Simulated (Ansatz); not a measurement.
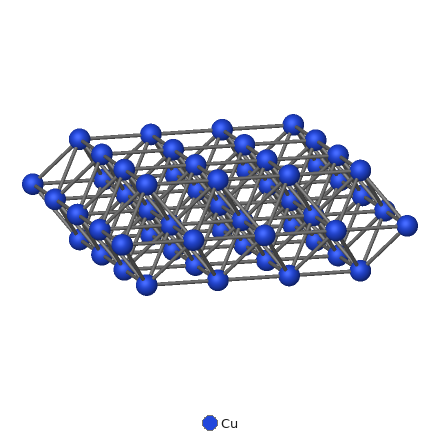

The system is OH on a Cu(100) slab cut from the Fm-3m phase, its upper half relaxed before the scan (12 atoms of substrate and one adsorbate in a 2 × 2 cell); the picture shows it without the atoms that are moved over the map. OH stands on one site of a rigid substrate while its tilt and height are varied at a fixed bond length; it sits over a hollow of the top layer over the deeper atom Cu5, heights counted from the top plane, tilted towards the diagonal of the 1 × 1 surface cell. Coordinates scanned: (1) tilt of the O13-H14 axis from the surface normal; (2) height of O13 above the plane of Cu9. The scan uses a 7 × 6 grid. At 3 points there is no value (left out of the scan, as a rule where atoms come close). Points are written as (first, second). Energies: eV, counted from the lowest grid point. Theory: DFT PBE, scalar-relativistic, plane waves, PAW in Ansatz 0.2.0. Settings: cutoff 420 eV, k-mesh 5×5×1, gaussian smearing 0.1 eV, spin-polarised.

Range: tilt of the O13-H14 axis from the surface normal from 0 to 90°; height of O13 above the plane of Cu9 from 0.50 to 2.05 Å.

> Predict the map.

The lowest grid point is at (0°, 1.20 Å). It lies on the edge of the map, which is a mirror line here (the upright molecule). The highest grid point, (60°, 0.50 Å), lies 3.22 eV above the lowest.

```tsv
second ↓, first →	0	15	30	45	60	75	90
2.05	1.21	1.19	1.15	1.12	1.10	1.13	1.21
1.55	0.25	0.26	0.30	0.36	0.46	0.60	0.84
1.20	0.00	0.03	0.13	0.29	0.50	0.81	1.39
0.94	0.26	0.31	0.46	0.69	1.01	1.60	2.83
0.72	0.88	0.94	1.12	1.40	1.89	2.95	–
0.50	1.86	1.92	2.11	2.45	3.22	–	–
```

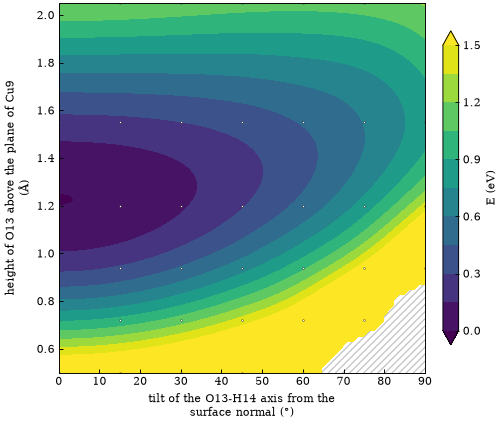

In the figure: filled contours, dots at the grid points, one colour for all values above the top of the scale, hatched blanks where no value was computed. Between grid points the surface is interpolated.

Each point was launched as `ansatz run input.yaml --threads 8 --pin off --max-ram 22528MiB --backend cpu --events-out ev --progress --plain --runs-dir out`. Time for the 39 points that were run: 51 min on 8 threads of Arm Neoverse N1, with other jobs on the host.

PAW datasets: the set soft_1.
